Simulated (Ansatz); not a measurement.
# Geometry relaxation, with input and output: La2O3

La2O3 (P6/mmm, 5 atoms in the cell), computed with DFT PBE, scalar-relativistic, plane waves, PAW, no spin polarisation (Ansatz 0.2.0).

The structure derives from an entry of the Crystallography Open Database.

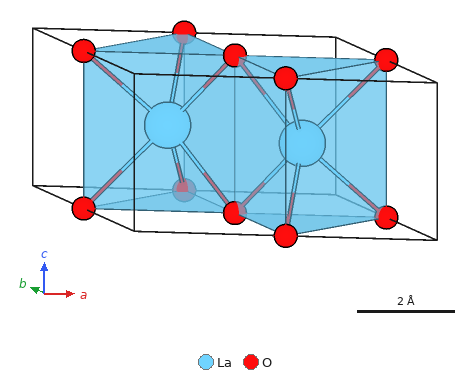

The input geometry (polyhedral view of the cell of the calculation, seen slightly off an axis; polyhedra are completed across the faces of the cell).

Input file:
```yaml
crystal:
  lattice:
    - [6.3560803569, -4.7e-09, 0.0]
    - [-3.1780401744, 5.5045270599, 0.0]
    - [0.0, 0.0, 3.2909020068]
  atoms:
    - { symbol: La, position: [0.3333333333, 0.6666666667, 0.4999803048] }
    - { symbol: La, position: [0.6666666667, 0.3333333333, 0.5000196952] }
    - { symbol: O, position: [0.4999603932, 0.4999603932, 0.0] }
    - { symbol: O, position: [0.5000396068, 0.0, 0.0] }
    - { symbol: O, position: [0.0, 0.5000396068, 0.0] }
basis:
  ecutwfc: 420
kpoints:
  mp_grid: { grid: [6, 6, 8] }
hamiltonian:
  xc: pbe
scf:
  occupations: { method: gaussian, width: 0.02 }
output:
  forces: true
  stress: true
  eigenvalues: true
relax:
  adjacent_minimum: "off"
  f_tol: 0.005
  max_steps: 80
  cell: { stress_tol: 0.05 }
```

Command:
```bash
ansatz run input.yaml --threads 8 --pin off --max-ram 14336MiB --backend cpu --events-out ev --progress --plain --runs-dir out
```

Output:
```
Engine: ansatz 0.2.0, aarch64-unknown-linux-gnu
Pseudopotentials: kind: paw
Pseudopotential: La, paw, valence charge 11, recommended cutoff 420 eV (normal), La.paw.azcp
Pseudopotential: O, paw, valence charge 6, recommended cutoff 420 eV (normal), O.paw.azcp
Functional definition: PBE
  parameter kappa = 0.804
  parameter beta = 0.06672455060314922
  exchange = pbe_x(kappa = kappa, mu = beta*pi^2/3)
  correlation = pbe_c(beta = beta)
Crystal: 5 atoms, lattice volume = 115.140 Å³
Basis set: ecut = 420 eV, 2279 PW (Γ), exchange–correlation on 90×90×48 points (8 copies of the dense FFT grid, shifted against one another)
Bands: 25, of which v1, the nominal top of the filled ones, is band 20 counted from 1 (19 counted from 0)
Symmetry: 6 space group operations
Space group: P321 (ITA 150), of the structure as read, at distance tolerance 4.9e-5 Å
k-points: 44 of 288 (time reversal used)
Non-local potential: La, projectors of the file, l = 0: 3, l = 1: 2, l = 2: 2, l = 3: 3
Non-local potential: O, projectors of the file, l = 0: 2, l = 1: 2, l = 2: 1
PAW form: soft (Blöchl's): semilocal exchange-correlation on the pseudo side does not see the compensation charge
PAW one-centre angular grid: La, 590 points (default); XC on 64 Gauss nodes
PAW one-centre angular grid: O, 110 points (default); XC on 64 Gauss nodes
Initial density: superposition of atomic densities (neutral atoms: chi_scale 0, normalization atom), corrected by the library's trained network
Initial wavefunctions: pseudopotential atomic-orbital guess
Functional: x = pbe(κ = 0.804, μ = 0.2195149727645171), c = pbe(β = 0.06672455060314922)
SCF iter   1: F=—  HF=-14211.008644 eV  |F-HF|=—  |Δ(HF+E_count)|=         —  Δρ=3.42e-3  dr2=1.50e-2  ethr=1.77e-3  ⟨swp⟩=8.3  Hψ=5774  notcnv=0
preconditioner: auto → Resta (q_TF=auto, 2.288 Å⁻¹)  ε∞=3.9  [insulator: Δε(μ)=1.625 eV  Ē_g=12.218 eV  σ=0.020 eV  W_gap=1.00  n_scr=32 (ndim 8)  ℏωp=20.8 eV  f_vac=0.255  D(μ)=0.00/eV (n_scr^D=0)  ε∞_Penn≈3.9]
SCF iter   2: F=—  HF=-14211.013037 eV  |F-HF|=—  |Δ(HF+E_count)|=   4.39e-3  Δρ=2.19e-3  dr2=5.46e-3  ethr=3.75e-5  ⟨swp⟩=4.7  Hψ=2552  notcnv=0  defer=36
SCF iter   3: F=—  HF=-14211.015951 eV  |F-HF|=—  |Δ(HF+E_count)|=   2.91e-3  Δρ=1.13e-3  dr2=2.12e-3  ethr=1.36e-5  ⟨swp⟩=2.8  Hψ=1683  notcnv=0  defer=36
SCF iter   4: F=—  HF=-14211.019695 eV  |F-HF|=—  |Δ(HF+E_count)|=   3.74e-3  Δρ=2.70e-4  dr2=1.49e-4  ethr=5.30e-6  ⟨swp⟩=5.5  Hψ=2279  notcnv=0  defer=37
SCF iter   5: F=—  HF=-14211.020221 eV  |F-HF|=—  |Δ(HF+E_count)|=   5.26e-4  Δρ=1.08e-4  dr2=1.45e-5  ethr=3.71e-7  ⟨swp⟩=2.6  Hψ=1704  notcnv=0  defer=36
SCF iter   6: F=—  HF=-14211.020214 eV  |F-HF|=—  |Δ(HF+E_count)|=   6.38e-6  Δρ=1.70e-5  dr2=1.05e-6  ethr=3.63e-8  ⟨swp⟩=2.0  Hψ=1612  notcnv=0  defer=35
SCF iter   7: F=-14211.020215 eV  HF=-14211.020215 eV  |F-HF|=2.44e-8  |Δ(HF+E_count)|=   2.84e-7  Δρ=7.60e-6  dr2=8.02e-8  ethr=2.50e-10  ⟨swp⟩=11.5  Hψ=6329  notcnv=0
SCF 1 converged in 7 iterations: F = -14211.020215 eV  dr2 = 8.02e-8
  greatest PAW one-centre occupation: 0.972 electrons in one spin orbital (limit 2), on the La atom at site 1 (counted from 0), in its partial waves of l = 0
relax step   1: F+E_penalty+E_count = -14211.02021471 eV  Δ(F+E_penalty+E_count) = +0.000e0 eV  max|allowed force component| = 2.955e-4 eV/Å  Δτ_max = 0.0000 Å  P = +0.230 GPa  Ω = 115.140 Å³  (7 SCF iters, dr2 threshold 1.00e-7 eV, accepted)
Crystal: 5 atoms, lattice volume = 116.175 Å³
Initial density: handed on by an earlier stage of this run
Initial wavefunctions: those handed on with the density
iter 1 solved again at ethr=2.71e-6 eV; its pass at ethr=3.10e-3 eV (dr2=1.08e-3 eV) is discarded
SCF iter   1: F=—  HF=-14211.015621 eV  |F-HF|=—  |Δ(HF+E_count)|=         —  Δρ=7.96e-4  dr2=1.06e-3  ethr=2.71e-6  ⟨swp⟩=2.9  Hψ=9157  notcnv=0  defer=2
preconditioner: auto → Resta (q_TF=auto, 2.284 Å⁻¹)  ε∞=3.9  [insulator: Δε(μ)=1.621 eV  Ē_g=12.177 eV  σ=0.020 eV  W_gap=1.00  n_scr=32 (ndim 8)  ℏωp=20.7 eV  f_vac=0.256  D(μ)=0.00/eV (n_scr^D=0)  ε∞_Penn≈3.9]
SCF iter   2: F=—  HF=-14211.015411 eV  |F-HF|=—  |Δ(HF+E_count)|=   2.11e-4  Δρ=4.61e-4  dr2=4.88e-4  ethr=2.66e-6  ⟨swp⟩=2.1  Hψ=1260  notcnv=0
SCF iter   3: F=—  HF=-14211.015169 eV  |F-HF|=—  |Δ(HF+E_count)|=   2.41e-4  Δρ=1.21e-4  dr2=4.22e-5  ethr=1.22e-6  ⟨swp⟩=2.5  Hψ=1903  notcnv=0
SCF iter   4: F=—  HF=-14211.015104 eV  |F-HF|=—  |Δ(HF+E_count)|=   6.54e-5  Δρ=9.09e-5  dr2=6.60e-6  ethr=1.05e-7  ⟨swp⟩=3.0  Hψ=2131  notcnv=0
SCF iter   5: F=—  HF=-14211.015102 eV  |F-HF|=—  |Δ(HF+E_count)|=   1.81e-6  Δρ=5.37e-5  dr2=3.30e-6  ethr=1.65e-8  ⟨swp⟩=2.0  Hψ=1892  notcnv=0
SCF iter   6: F=-14211.015101 eV  HF=-14211.015102 eV  |F-HF|=7.12e-8  |Δ(HF+E_count)|=   7.51e-7  Δρ=1.05e-5  dr2=1.42e-7  ethr=9.93e-10  ⟨swp⟩=6.9  Hψ=6057  notcnv=0
SCF 2 converged in 6 iterations: F = -14211.015101 eV  dr2 = 1.42e-7
relax step   2: F+E_penalty+E_count = -14211.01510145 eV  Δ(F+E_penalty+E_count) = +5.113e-3 eV  max|allowed force component| = 9.475e-5 eV/Å  Δτ_max = 0.0003 Å  P = -0.225 GPa  Ω = 116.175 Å³  energy of the carried Pulay correction = -2.044e-3 eV  (6 SCF iters, dr2 threshold 3.97e-7 eV, rejected (line search))
Crystal: 5 atoms, lattice volume = 115.553 Å³
iter 1 solved again at ethr=1.05e-6 eV; its pass at ethr=3.10e-3 eV (dr2=4.19e-4 eV) is discarded
SCF iter   1: F=—  HF=-14211.020190 eV  |F-HF|=—  |Δ(HF+E_count)|=         —  Δρ=5.53e-4  dr2=4.38e-4  ethr=1.05e-6  ⟨swp⟩=3.2  Hψ=9014  notcnv=0  defer=2
preconditioner: auto → Resta (q_TF=auto, 2.286 Å⁻¹)  ε∞=3.9  [insulator: Δε(μ)=1.622 eV  Ē_g=12.180 eV  σ=0.020 eV  W_gap=1.00  n_scr=32 (ndim 8)  ℏωp=20.7 eV  f_vac=0.252  D(μ)=0.00/eV (n_scr^D=0)  ε∞_Penn≈3.9]
SCF iter   2: F=—  HF=-14211.020171 eV  |F-HF|=—  |Δ(HF+E_count)|=   1.94e-5  Δρ=3.18e-4  dr2=1.95e-4  ethr=1.05e-6  ⟨swp⟩=1.1  Hψ=1103  notcnv=0
SCF iter   3: F=—  HF=-14211.020170 eV  |F-HF|=—  |Δ(HF+E_count)|=   4.77e-7  Δρ=1.44e-4  dr2=2.95e-5  ethr=4.87e-7  ⟨swp⟩=2.2  Hψ=1801  notcnv=0
SCF iter   4: F=—  HF=-14211.020153 eV  |F-HF|=—  |Δ(HF+E_count)|=   1.70e-5  Δρ=1.33e-4  dr2=2.47e-5  ethr=7.37e-8  ⟨swp⟩=2.0  Hψ=1847  notcnv=0
SCF iter   5: F=—  HF=-14211.020148 eV  |F-HF|=—  |Δ(HF+E_count)|=   5.42e-6  Δρ=3.70e-5  dr2=2.35e-6  ethr=6.18e-8  ⟨swp⟩=2.0  Hψ=1489  notcnv=0
SCF iter   6: F=—  HF=-14211.020147 eV  |F-HF|=—  |Δ(HF+E_count)|=   2.62e-7  Δρ=9.84e-6  dr2=1.98e-7  ethr=5.88e-9  ⟨swp⟩=2.0  Hψ=1449  notcnv=0
SCF iter   7: F=—  HF=-14211.020147 eV  |F-HF|=—  |Δ(HF+E_count)|=   7.74e-8  Δρ=1.51e-6  dr2=4.99e-9  ethr=4.95e-10  ⟨swp⟩=2.0  Hψ=1466  notcnv=0
SCF iter   8: F=—  HF=-14211.020147 eV  |F-HF|=—  |Δ(HF+E_count)|=  2.91e-10  Δρ=2.53e-7  dr2=1.29e-10  ethr=1.25e-11  ⟨swp⟩=2.0  Hψ=1783  notcnv=0
SCF iter   9: F=-14211.020147 eV  HF=-14211.020147 eV  |F-HF|=5.46e-12  |Δ(HF+E_count)|=  1.26e-10  Δρ=4.49e-8  dr2=3.67e-12  ethr=1.00e-12  ⟨swp⟩=7.3  Hψ=5211  notcnv=0
the search or the solves at the SCF's close seem to have found levels that the self-consistency loop had missed (the run counts 1). By its estimate they hold under 1e-12 electrons; where the run keeps them, the occupations were computed again with them
SCF 3 converged in 9 iterations: F = -14211.020147 eV  dr2 = 3.67e-12
relax step   3: F+E_penalty+E_count = -14211.02014732 eV  Δ(F+E_penalty+E_count) = +6.739e-5 eV  max|allowed force component| = 1.796e-4 eV/Å  Δτ_max = 0.0001 Å  P = +0.001 GPa  Ω = 115.553 Å³  energy of the carried Pulay correction = -8.095e-4 eV  (9 SCF iters, accepted)
Initial wavefunctions: pseudopotential atomic-orbital guess (no wavefunctions were taken with the density)
iter 1 solved again at ethr=8.81e-8 eV; its pass at ethr=3.10e-3 eV (dr2=3.52e-5 eV) is discarded
SCF iter   1: F=—  HF=-14211.020774 eV  |F-HF|=—  |Δ(HF+E_count)|=         —  Δρ=4.96e-5  dr2=1.63e-7  ethr=8.81e-8  ⟨swp⟩=5.0  Hψ=9505  notcnv=0
preconditioner: auto → Resta (q_TF=auto, 2.286 Å⁻¹)  ε∞=3.9  [insulator: Δε(μ)=1.621 eV  Ē_g=12.183 eV  σ=0.020 eV  W_gap=1.00  n_scr=32 (ndim 8)  ℏωp=20.7 eV  f_vac=0.254  D(μ)=0.00/eV (n_scr^D=0)  ε∞_Penn≈3.9]
SCF iter   2: F=—  HF=-14211.020880 eV  |F-HF|=—  |Δ(HF+E_count)|=   1.06e-4  Δρ=2.47e-5  dr2=3.36e-8  ethr=4.07e-10  ⟨swp⟩=3.1  Hψ=2354  notcnv=0
SCF iter   3: F=—  HF=-14211.020921 eV  |F-HF|=—  |Δ(HF+E_count)|=   4.15e-5  Δρ=5.07e-6  dr2=9.43e-9  ethr=8.41e-11  ⟨swp⟩=3.0  Hψ=2103  notcnv=0
SCF iter   4: F=—  HF=-14211.020923 eV  |F-HF|=—  |Δ(HF+E_count)|=   1.30e-6  Δρ=1.60e-6  dr2=1.80e-9  ethr=2.36e-11  ⟨swp⟩=2.5  Hψ=1869  notcnv=0
SCF iter   5: F=—  HF=-14211.020923 eV  |F-HF|=—  |Δ(HF+E_count)|=   7.19e-8  Δρ=4.12e-7  dr2=3.32e-10  ethr=4.50e-12  ⟨swp⟩=2.0  Hψ=1490  notcnv=0
SCF iter   6: F=—  HF=-14211.020923 eV  |F-HF|=—  |Δ(HF+E_count)|=   6.29e-9  Δρ=1.36e-7  dr2=7.36e-11  ethr=1.00e-12  ⟨swp⟩=2.0  Hψ=1396  notcnv=0
SCF iter   7: F=-14211.020923 eV  HF=-14211.020923 eV  |F-HF|=1.46e-11  |Δ(HF+E_count)|=  4.15e-10  Δρ=2.30e-8  dr2=1.53e-12  ethr=1.00e-12  ⟨swp⟩=7.7  Hψ=4705  notcnv=0
SCF 4 converged in 7 iterations: F = -14211.020923 eV  dr2 = 1.53e-12
relax step   4: F+E_penalty+E_count = -14211.02092285 eV  Δ(F+E_penalty+E_count) = -7.755e-4 eV  max|allowed force component| = 1.796e-4 eV/Å  Δτ_max = 0.0000 Å  P = +0.014 GPa  Ω = 115.553 Å³  stress off target by 1.87e-2 GPa  SCF on the basis re-selected at this cell (its energy is not comparable with the rows above)  (7 SCF iters)
```

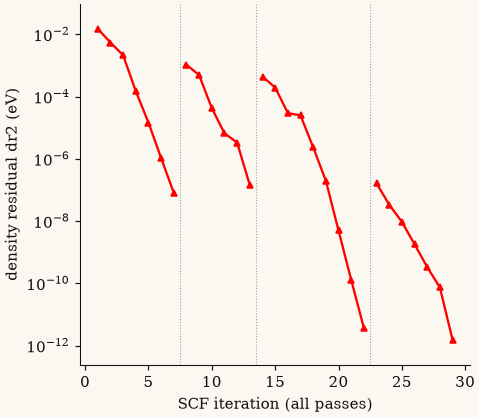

Convergence of the self-consistent field: density residual dr2 against the SCF iteration. The dotted lines part the SCF passes of the relaxation: geometry steps, rejected trials and re-solves on a re-selected basis. The passes take 7, 6, 9 and 7 iterations.

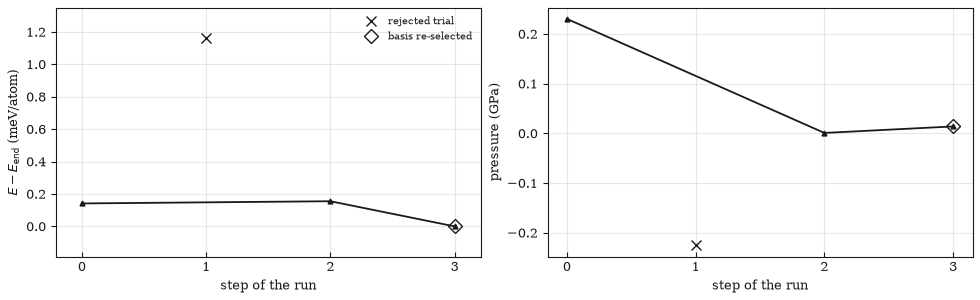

Progress of the relaxation, step by step (the first geometry is step 0 here and step 1 in the log). No atom moves by more than 0.005 Å relative to the cell. Over 2 geometry steps the energy rises by next to nothing (0.0 meV per atom). The largest force component goes from 0.0003 to 0.00018 eV/Å. Pressure: 0.23 GPa at the start and 0.01 GPa at the end. The line search rejected the trial step at point 1 (counted from 0) and went back. A last SCF at the same geometry on a re-selected plane-wave basis shifts the energy by −0.2 meV per atom.

```
basis re-selected at this cell: Δ(F+E_penalty+E_count) = -7.755e-4 eV, ΔP = +0.013 GPa vs the last step (what re-selecting the basis moved, of the pressure what is left beyond the Pulay correction that the steps carried, after the strain that the cell walked since its last selection, with what the two solves' SCF thresholds leave and, on support functions, any second-order correction that the steps lacked; it is no measure of the basis error at this ecutwfc). This SCF's stress stands 1.87e-2 GPa from its target on what of the cell is left free (relax.cell.stress_tol is 5.00e-2 GPa) and its largest allowed force component is 1.80e-4 eV/Å (relax.f_tol is 5.00e-3 eV/Å): within both
SCF converged after 7 iterations
Free energy (F): -14211.020923 eV
Harris-Foulkes:  -14211.020923 eV  (|F-HF|=1.46e-11)
Internal energy: -14211.020923 eV  (E = F + TS)
E sigma→0 (E₀):  -14211.020923 eV
Fermi energy:    6.561905 eV
--- Per-component energies (eV) ---
  E_band       = -183.271458
  E_kinetic    = 910.416912
  E_local      = -2814.978555  (includes V_loc(G=0)·N_el)
  E_nonlocal   = 336.483680
  E_hartree    = 1100.271297
  E_xc         = -502.560061
  E_vxc        = -580.627953  (∫ρ·V_xc dr)
  E_paw        = -11307.649757  (= ΣΔE_a)
  E_vpaw       = -235.115284  (= ΣTr[D̂ρ^β])
  E_aug_tail   = 0.007201  (compensation charges beyond the density's cutoff)
  E_ewald      = -1933.011641
  E_smearing   = -0.000000  (= −TS)
  E_closure    = -0.000000  (closes the sum)
  Σ components = -14211.020923   (vs F -14211.020923, Δ=0.00e0)
--- Forces (eV/Å), atoms counted from 1 ---
  atom   1  La     0.00000000     0.00000000     0.00010986
  atom   2  La    -0.00000000    -0.00000000    -0.00010986
  atom   3  O      0.00008982     0.00015557     0.00000000
  atom   4  O     -0.00017964     0.00000000    -0.00000000
  atom   5  O      0.00008982    -0.00015557     0.00000000
  max |Σ_I F_I| component: 1.17e-18 eV/Å
--- Stress (GPa, compression-positive) ---
        0.018667      -0.000000       0.000000
       -0.000000       0.018667       0.000000
        0.000000       0.000000       0.004667
  P = ⅓ Tr σ = 0.0140 GPa (0.140 kbar)
--- Band table (eV; the first three rows and the last of 44) ---
  k-point 0: bands = ["-24.8031", "-24.6135", "-11.6072", "-11.6072", "-10.0188", "-8.3476", "-8.3476", "-7.5905", "-7.2781", "-6.5857", "-6.5857", "2.6219", "3.7181", "3.7181", "3.9156", "3.9156", "4.7908", "4.7908", "5.0901", "5.3018", "7.3729", "9.2220", "9.6866", "9.6866", "10.4185"]
  k-point 1: bands = ["-24.7564", "-24.5734", "-11.4765", "-11.4765", "-10.4659", "-8.2875", "-8.2875", "-7.6988", "-7.3000", "-6.8241", "-6.8241", "3.1929", "3.7800", "3.7800", "3.9712", "3.9712", "4.4839", "4.4839", "4.9198", "5.1423", "7.8015", "9.4350", "9.7945", "9.7945", "10.3677"]
  k-point 2: bands = ["-24.6401", "-24.4741", "-11.3091", "-11.1020", "-11.1020", "-8.5783", "-8.1365", "-8.1365", "-7.4497", "-7.4497", "-6.8129", "3.6300", "3.6300", "3.9574", "3.9574", "4.1418", "4.3039", "4.3039", "4.3972", "5.2741", "8.7388", "9.8207", "9.9896", "9.9896", "10.1759"]
  k-point 43: bands = ["-24.3976", "-24.3976", "-11.6482", "-11.6482", "-10.1995", "-8.7490", "-8.3100", "-8.3100", "-7.8319", "-7.6098", "-7.6098", "3.0962", "3.7644", "3.7644", "4.0335", "4.0766", "4.0766", "4.1391", "5.0837", "5.0837", "10.0281", "10.0281", "10.1186", "10.1186", "10.1949"]
--- Relaxed structure (3 steps of the walk, 2 accepted, 1 SCFs on fresh bases) ---
  F+E_penalty+E_count = -14211.02092285 eV   max|allowed force component| = 1.796e-4 eV/Å   (the final SCF, on the basis selected at the relaxed cell)
  cell:  # Å, volume = 115.5525 Å³
    - [6.371483838440502, -4.699630249777847e-9, 2.0198296770776055e-28]
    - [-3.1857419151502526, 5.517866866241277, -2.3714909118228533e-19]
    - [1.0856739314171699e-34, -1.4178046752959798e-19, 3.286757888655959]
  atoms:
    - { symbol: La, position: [0.3333333333333333, 0.6666666666666667, 0.49998300265342566] }
    - { symbol: La, position: [0.6666666666666667, 0.3333333333333333, 0.5000169973465745] }
    - { symbol: O, position: [0.4999767158696756, 0.4999767158696756, -1.113335633421393e-21] }
    - { symbol: O, position: [0.5000232841303243, 5.583469134732937e-24, -1.029545033652195e-22] }
    - { symbol: O, position: [-4.518519937200121e-40, 0.5000232841303244, 9.07426629272594e-22] }
```

Trajectory as extended XYZ (Å, eV, eV/Å), 4 frames, from step=1 to step=4:
```
5
Lattice="6.3561 0.0000 0.0000 -3.1780 5.5045 0.0000 0.0000 0.0000 3.2909" Properties=species:S:1:pos:R:3:forces:R:3 step=1 energy=-14211.02022 pressure_GPa=0.23
La    0.0000    3.6697    1.6454    0.0000   0.0000   0.0001
La    3.1780    1.8348    1.6455    0.0000   0.0000  -0.0001
O     1.5889    2.7520    0.0000    0.0001   0.0003   0.0000
O     3.1783    0.0000    0.0000   -0.0003   0.0000   0.0000
O    -1.5891    2.7525    0.0000    0.0001  -0.0003   0.0000
5
Lattice="6.4031 0.0000 0.0000 -3.2015 5.5452 0.0000 0.0000 0.0000 3.2719" Properties=species:S:1:pos:R:3:forces:R:3 step=2 energy=-14211.01510 pressure_GPa=-0.23 accepted=F
La    0.0000    3.6968    1.6359    0.0000   0.0000   0.0001
La    3.2015    1.8484    1.6360    0.0000   0.0000  -0.0001
O     1.6008    2.7726    0.0000    0.0000   0.0000   0.0000
O     3.2015    0.0000    0.0000    0.0000   0.0000   0.0000
O    -1.6008    2.7726    0.0000    0.0000   0.0000   0.0000
5
Lattice="6.3715 0.0000 0.0000 -3.1857 5.5179 0.0000 0.0000 0.0000 3.2868" Properties=species:S:1:pos:R:3:forces:R:3 step=3 energy=-14211.02015 pressure_GPa=0.00
La    0.0000    3.6786    1.6433    0.0000   0.0000   0.0001
La    3.1857    1.8393    1.6434    0.0000   0.0000  -0.0001
O     1.5928    2.7588    0.0000    0.0001   0.0002   0.0000
O     3.1859    0.0000    0.0000   -0.0002   0.0000   0.0000
O    -1.5929    2.7591    0.0000    0.0001  -0.0002   0.0000
5
Lattice="6.3715 0.0000 0.0000 -3.1857 5.5179 0.0000 0.0000 0.0000 3.2868" Properties=species:S:1:pos:R:3:forces:R:3 step=4 energy=-14211.02092 pressure_GPa=0.01
La    0.0000    3.6786    1.6433    0.0000   0.0000   0.0001
La    3.1857    1.8393    1.6434    0.0000   0.0000  -0.0001
O     1.5928    2.7588    0.0000    0.0001   0.0002   0.0000
O     3.1859    0.0000    0.0000   -0.0002   0.0000   0.0000
O    -1.5929    2.7591    0.0000    0.0001  -0.0002   0.0000
```

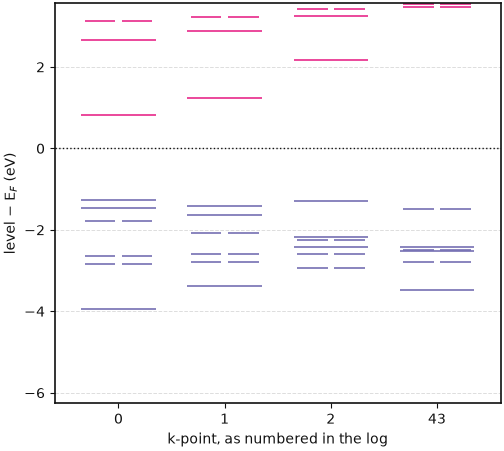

Kohn–Sham levels near the Fermi level (dotted) at the few k-points that the log prints; levels within 0.02 eV of each other stand side by side. Among these points the highest filled and lowest empty levels are 2.07 eV apart; the gap on the full mesh, 1.62 eV, has an edge at a point that isn't printed.

Results in brief:

- outcome: converged
- space group (tolerance 0.01 Å): P6/mmm (191)
- electrons treated: 40
- free energy: −14211.0209 eV
- Fermi energy: 6.562 eV
- gap on the k-point mesh: 1.62 eV
- pressure: 0.01 GPa
- final volume: 115.55 Å³
- largest force (length of the vector) at the end: under 0.001 eV/Å
- final cell: a = 6.371 Å, b = 6.371 Å, c = 3.287 Å, α = 90.00°, β = 90.00°, γ = 120.00°
- hardware: 8 threads of Arm Neoverse V1, 24 GiB of memory available, shared host
- wall time: 9.9 s (CPU time 74 s)
- peak memory: 0.55 GiB
